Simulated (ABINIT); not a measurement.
# Workfunction calculation, with input and output: Ag (part 2 of 2)

Ag (slab, 6 atoms in the cell); Kohn-Sham DFT of a periodic cell, PBE, JTH PAW PBE v2.0, no spin polarisation (ABINIT 10.8.3); cutoff 462.59 eV, 9×9×1 k-mesh, fermi-dirac of 0.05 eV. The structure derives from an entry of the Crystallography Open Database.

Geometry of the input (Å; fractional positions):
```
2.8894  0.0000  0.0000
0.0000  2.8894  0.0000
0.0000  0.0000  25.2155
Ag 0.5000  0.5000  0.2974
Ag 0.0000  0.0000  0.3785
Ag 0.5000  0.5000  0.4595
Ag 0.0000  0.0000  0.5405
Ag 0.5000  0.5000  0.6215
Ag 0.0000  0.0000  0.7026
```

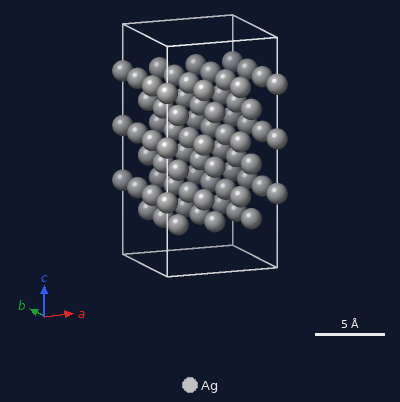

**Figure 1.** The structure (spheres-only view of the 3 × 3 repeat of the cell, with the vacuum cut short, seen slightly off an axis). An atom can appear more than once, as a periodic image.

The program's output, continued:
```
     iter   Etot(hartree)      deltaE(h)  residm     nres2
 ETOT  1  -229.28434643765    -2.293E+02 2.399E-02 1.204E+01
 ETOT  2  -229.43865758023    -1.543E-01 5.212E-04 2.371E+01
 ETOT  3  -229.33610658652     1.026E-01 4.069E-03 3.468E+00
 ETOT  4  -229.29303916388     4.307E-02 3.962E-03 8.245E-02
 ETOT  5  -229.29935510114    -6.316E-03 6.405E-04 2.918E-01
 ETOT  6  -229.29385849582     5.497E-03 4.504E-04 6.085E-02
 ETOT  7  -229.29253633179     1.322E-03 2.391E-04 2.305E-03
 ETOT  8  -229.29256634884    -3.002E-05 9.905E-06 2.316E-03
 ETOT  9  -229.29258047514    -1.413E-05 3.190E-06 1.981E-03
 ETOT 10  -229.29257272966     7.745E-06 4.963E-06 4.404E-04
 ETOT 11  -229.29259267164    -1.994E-05 7.058E-07 4.513E-04
 ETOT 12  -229.29260477076    -1.210E-05 9.974E-07 5.168E-04
 ETOT 13  -229.29262070228    -1.593E-05 4.800E-07 5.915E-04
 ETOT 14  -229.29263966531    -1.896E-05 4.136E-07 6.615E-04
 ETOT 15  -229.29265217468    -1.251E-05 4.916E-07 6.543E-04
 ETOT 16  -229.29263883274     1.334E-05 1.885E-07 6.438E-04
 ETOT 17  -229.29266209559    -2.326E-05 3.902E-07 7.278E-04
 ETOT 18  -229.29266825380    -6.158E-06 2.070E-07 7.511E-04
 ETOT 19  -229.29266659134     1.662E-06 5.339E-08 7.502E-04
 ETOT 20  -229.29264305844     2.353E-05 3.576E-07 6.836E-04
 ETOT 21  -229.29257265547     7.040E-05 4.997E-06 4.285E-04
 ETOT 22  -229.29250234876     7.031E-05 1.808E-05 9.871E-05
 ETOT 23  -229.29250245145    -1.027E-07 4.886E-07 3.829E-05
 ETOT 24  -229.29250470880    -2.257E-06 1.892E-07 1.227E-05
 ETOT 25  -229.29250587129    -1.162E-06 1.023E-07 4.362E-06
 ETOT 26  -229.29250598008    -1.088E-07 9.841E-07 4.299E-06
 ETOT 27  -229.29250637671    -3.966E-07 1.247E-04 7.474E-07
 ETOT 28  -229.29250641916    -4.245E-08 3.597E-06 2.307E-07
 ETOT 29  -229.29250641341     5.748E-09 8.254E-07 2.436E-07
 ETOT 30  -229.29250642501    -1.159E-08 9.866E-08 4.236E-08
 ETOT 31  -229.29250642445     5.568E-10 1.485E-07 3.651E-08
 ETOT 32  -229.29250642691    -2.457E-09 5.732E-08 2.227E-08
 ETOT 33  -229.29250642451     2.394E-09 1.004E-07 3.443E-08
 ETOT 34  -229.29250642474    -2.258E-10 3.894E-08 3.378E-08
 ETOT 35  -229.29250642410     6.371E-10 6.890E-08 3.611E-08
 ETOT 36  -229.29250642370     4.069E-10 2.688E-08 3.599E-08
 ETOT 37  -229.29250642446    -7.637E-10 4.723E-08 3.280E-08
 ETOT 38  -229.29250642537    -9.128E-10 1.862E-08 2.937E-08
 ETOT 39  -229.29250642489     4.791E-10 3.306E-08 3.179E-08
 ETOT 40  -229.29250642902    -4.127E-09 1.271E-08 9.975E-09
 ETOT 41  -229.29250642981    -7.883E-10 2.216E-08 5.597E-09
 ETOT 42  -229.29250642697     2.838E-09 9.285E-09 2.228E-08
 ETOT 43  -229.29250642802    -1.046E-09 1.561E-08 1.441E-08
 ETOT 44  -229.29250643002    -2.000E-09 6.424E-09 3.197E-09
 ETOT 45  -229.29250643005    -3.578E-11 1.089E-08 2.131E-09
 ETOT 46  -229.29250643003     2.547E-11 4.568E-09 2.096E-09
 ETOT 47  -229.29250643002     6.423E-12 7.710E-09 1.350E-09
 ETOT 48  -229.29250643004    -1.859E-11 3.278E-09 1.478E-09
 ETOT 49  -229.29250643009    -5.295E-11 5.486E-09 1.004E-09
 ETOT 50  -229.29250643012    -2.245E-11 2.339E-09 1.557E-10

 At SCF step   50       nres2   =  1.56E-10 < tolvrs=  1.00E-09 =>converged.

 Cartesian components of stress tensor (hartree/bohr^3)
  sigma(1 1)= -3.47736853E-05  sigma(3 2)=  0.00000000E+00
  sigma(2 2)= -3.47736853E-05  sigma(3 1)=  0.00000000E+00
  sigma(3 3)= -5.38470707E-05  sigma(2 1)=  0.00000000E+00

--- !ResultsGS
iteration_state: {dtset: 1, }
comment   : Summary of ground state results
lattice_vectors:
- [  5.4601364,   0.0000000,   0.0000000, ]
- [  0.0000000,   5.4601364,   0.0000000, ]
- [  0.0000000,   0.0000000,  47.6503891, ]
lattice_lengths: [   5.46014,    5.46014,   47.65039, ]
lattice_angles: [ 90.000,  90.000,  90.000, ] # degrees, (23, 13, 12)
lattice_volume:   1.4206053E+03
convergence: {deltae: -2.245E-11, res2:  1.557E-10, residm:  2.339E-09, diffor: null, }
etotal    :  -2.29292506E+02
entropy   :   0.00000000E+00
fermie    :  -1.22366043E-02
cartesian_stress_tensor: # hartree/bohr^3
- [ -3.47736853E-05,   0.00000000E+00,   0.00000000E+00, ]
- [  0.00000000E+00,  -3.47736853E-05,   0.00000000E+00, ]
- [  0.00000000E+00,   0.00000000E+00,  -5.38470707E-05, ]
pressure_GPa:   1.2101E+00
xred      :
- [  5.0000E-01,   5.0000E-01,   2.9744E-01, Ag]
- [  0.0000E+00,   0.0000E+00,   3.7846E-01, Ag]
- [  5.0000E-01,   5.0000E-01,   4.5949E-01, Ag]
- [  0.0000E+00,   0.0000E+00,   5.4051E-01, Ag]
- [  5.0000E-01,   5.0000E-01,   6.2154E-01, Ag]
- [  0.0000E+00,   0.0000E+00,   7.0256E-01, Ag]
cartesian_forces: # hartree/bohr
- [ -3.69859612E-29,  -3.80334152E-29,  -1.88623662E-03, ]
- [ -0.00000000E+00,   3.21460015E-30,  -3.34629740E-03, ]
- [ -0.00000000E+00,  -2.52833719E-31,  -7.47481554E-04, ]
- [ -0.00000000E+00,  -2.52833719E-31,   7.47481554E-04, ]
- [ -0.00000000E+00,  -1.40864501E-30,   3.34629740E-03, ]
- [  3.69859612E-29,   3.67331275E-29,   1.88623662E-03, ]
force_length_stats: {min:   7.47481554E-04, max:   3.34629740E-03, mean:   1.99333852E-03, }
...

 Integrated electronic density in atomic spheres:
 ------------------------------------------------
 Atom  Sphere_radius  Integrated_density
    1        2.51516          9.74596042
    2        2.51516          9.81592177
    3        2.51516          9.81094385
    4        2.51516          9.81094385
    5        2.51516          9.81592177
    6        2.51516          9.74596042

================================================================================

 ----iterations are completed or convergence reached----

 Mean square residual over all n,k,spin=   47.142E-13; max=  23.394E-10
 reduced coordinates (array xred) for    6 atoms
       0.500000000000      0.500000000000      0.297436100800
       0.000000000000      0.000000000000      0.378461660500
       0.500000000000      0.500000000000      0.459487220200
       0.000000000000      0.000000000000      0.540512779800
       0.500000000000      0.500000000000      0.621538339500
       0.000000000000      0.000000000000      0.702563899200
 rms dE/dt=  6.2158E-02; max dE/dt=  1.5945E-01; dE/dt below (all hartree)
    1       0.000000000000      0.000000000000      0.089879909038
    2       0.000000000000     -0.000000000000      0.159452372949
    3       0.000000000000      0.000000000000      0.035617786881
    4       0.000000000000      0.000000000000     -0.035617786881
    5       0.000000000000      0.000000000000     -0.159452372949
    6      -0.000000000000     -0.000000000000     -0.089879909038

 cartesian coordinates (angstrom) at end:
    1      1.44468986366399     1.44468986366399     7.49999999463414
    2      0.00000000000000     0.00000000000000     9.54309999386338
    3      1.44468986366399     1.44468986366399    11.58619999309262
    4      0.00000000000000     0.00000000000000    13.62929998980031
    5      1.44468986366399     1.44468986366399    15.67239998902955
    6      0.00000000000000     0.00000000000000    17.71549998825879

 cartesian forces (hartree/bohr) at end:
    1     -0.00000000000000    -0.00000000000000    -0.00188623662355
    2     -0.00000000000000     0.00000000000000    -0.00334629739600
    3     -0.00000000000000    -0.00000000000000    -0.00074748155381
    4     -0.00000000000000    -0.00000000000000     0.00074748155381
    5     -0.00000000000000    -0.00000000000000     0.00334629739600
    6      0.00000000000000     0.00000000000000     0.00188623662355
 frms,max,avg= 1.3044507E-03 3.3462974E-03   0.000E+00  0.000E+00  0.000E+00 h/b

 cartesian forces (eV/Angstrom) at end:
    1     -0.00000000000000    -0.00000000000000    -0.09699418699815
    2     -0.00000000000000     0.00000000000000    -0.17207353060956
    3     -0.00000000000000    -0.00000000000000    -0.03843704692337
    4     -0.00000000000000    -0.00000000000000     0.03843704692337
    5     -0.00000000000000    -0.00000000000000     0.17207353060956
    6      0.00000000000000     0.00000000000000     0.09699418699815
 frms,max,avg= 6.7077550E-02 1.7207353E-01   0.000E+00  0.000E+00  0.000E+00 e/A
 length scales=  1.000000000000  1.000000000000  1.000000000000 bohr
              =  0.529177210544  0.529177210544  0.529177210544 angstroms
 Fermi (or HOMO) energy (eV) =  -0.33297   Average Vxc (eV)=  -6.75599
 Eigenvalues (   eV  ) for nkpt=  15  k points:
 kpt#   1, nband= 40, wtk=  0.01235, kpt=  0.0000  0.0000  0.0000 (reduced coord)
  -7.85382   -7.12068   -6.66798   -6.55231   -6.45698   -6.27113   -6.05391   -5.94072
  -5.92383   -5.56268   -5.25075   -5.14495   -5.03783   -5.03783   -4.70581   -4.70581
  -4.28854   -4.27371   -4.27371   -4.24738   -4.09975   -4.06316   -3.88341   -3.79231
  -3.79231   -3.68021   -3.49285   -3.35611   -3.35611   -3.31901   -3.25736   -3.24283
  -3.15010   -3.15010   -1.62888    0.15066    1.11866    3.61356    3.98345    5.09874
 prteigrs : prtvol=0 or 1, do not print more k-points.

--- !EnergyTerms
iteration_state     : {dtset: 1, }
comment             : Components of total free energy in Hartree
kinetic             :  6.06035644637656E+01
hartree             :  1.00336120701199E+03
xc                  : -7.35080993522906E+01
Ewald energy        :  7.73188424955589E+02
psp_core            :  1.12725108012587E+01
local_psp           : -2.03669292247283E+03
PAW spherical_terms :  3.24832996074986E+01
internal            : -2.29292014985022E+02
'-kT*entropy'       : -5.07183550404063E-04
total_energy        : -2.29292522168572E+02
total_energy_eV     : -6.23936738404418E+03
...

--- !EnergyTermsDC
iteration_state     : {dtset: 1, }
comment             : '"Double-counting" decomposition of free energy'
band_energy         : -1.09557943634918E+01
Ewald energy        :  7.73188424955589E+02
psp_core            :  1.12725108012587E+01
xc_dc               : -1.05367252190407E+03
PAW spherical_terms :  5.08753812641482E+01
internal            : -2.29291999246565E+02
'-kT*entropy'       : -5.07183550404063E-04
total_energy_dc     : -2.29292506430115E+02
total_energy_dc_eV  : -6.23936695577895E+03
...

--- !EnergyTermsWithPAWCore
iteration_state     : {dtset: 1, }
comment             : 'Components of total free energy, including PAW core contributions'
Total energy        : -3.18967726405301E+04
Total energy DC     : -3.18967726247917E+04
Total energy (eV)   : -8.67955400321705E+05
Total energy DC (eV): -8.67955399893439E+05
...

 Cartesian components of stress tensor (hartree/bohr^3)
  sigma(1 1)= -3.47736853E-05  sigma(3 2)=  0.00000000E+00
  sigma(2 2)= -3.47736853E-05  sigma(3 1)=  0.00000000E+00
  sigma(3 3)= -5.38470707E-05  sigma(2 1)=  0.00000000E+00

-Cartesian components of stress tensor (GPa)         [Pressure=  1.2101E+00 GPa]
- sigma(1 1)= -1.02307714E+00  sigma(3 2)=  0.00000000E+00
- sigma(2 2)= -1.02307714E+00  sigma(3 1)=  0.00000000E+00
- sigma(3 3)= -1.58423551E+00  sigma(2 1)=  0.00000000E+00

== END DATASET(S) ==============================================================
================================================================================

 -outvars: echo values of variables after computation  --------
            acell      1.0000000000E+00  1.0000000000E+00  1.0000000000E+00 Bohr
           etotal     -2.2929250643E+02
            fcart     -3.6985961244E-29 -3.8033415224E-29 -1.8862366235E-03
                      -0.0000000000E+00  3.2146001471E-30 -3.3462973960E-03
                      -0.0000000000E+00 -2.5283371944E-31 -7.4748155381E-04
                      -0.0000000000E+00 -2.5283371944E-31  7.4748155381E-04
                      -0.0000000000E+00 -1.4086450083E-30  3.3462973960E-03
                       3.6985961244E-29  3.6733127524E-29  1.8862366235E-03
            rprim      5.4601363584E+00  0.0000000000E+00  0.0000000000E+00
                       0.0000000000E+00  5.4601363584E+00  0.0000000000E+00
                       0.0000000000E+00  0.0000000000E+00  4.7650389096E+01
           strten     -3.4773685324E-05 -3.4773685324E-05 -5.3847070663E-05
                       0.0000000000E+00  0.0000000000E+00  0.0000000000E+00
           xangst      1.4446898637E+00  1.4446898637E+00  7.4999999946E+00
                       0.0000000000E+00  0.0000000000E+00  9.5430999939E+00
                       1.4446898637E+00  1.4446898637E+00  1.1586199993E+01
                       0.0000000000E+00  0.0000000000E+00  1.3629299990E+01
                       1.4446898637E+00  1.4446898637E+00  1.5672399989E+01
                       0.0000000000E+00  0.0000000000E+00  1.7715499988E+01
             xred      5.0000000000E-01  5.0000000000E-01  2.9743610080E-01
                       0.0000000000E+00  0.0000000000E+00  3.7846166050E-01
                       5.0000000000E-01  5.0000000000E-01  4.5948722020E-01
                       0.0000000000E+00  0.0000000000E+00  5.4051277980E-01
                       5.0000000000E-01  5.0000000000E-01  6.2153833950E-01
                       0.0000000000E+00  0.0000000000E+00  7.0256389920E-01
 Calculation completed.
```

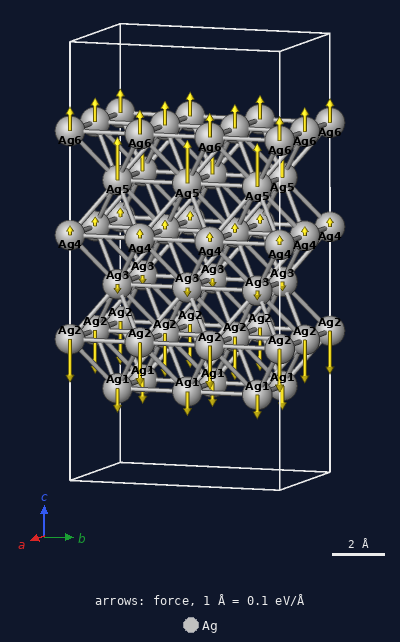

**Figure 2.** Forces on the atoms as yellow arrows (ball-and-stick view of the 2 × 3 repeat of the cell, with the vacuum cut short, seen slightly off an axis; atoms are numbered from 1 in the order of the input). The largest act on Ag2, Ag5 (0.17 eV/Å); Ag1, Ag6 (0.10 eV/Å). The geometry is not a stationary point of this energy.
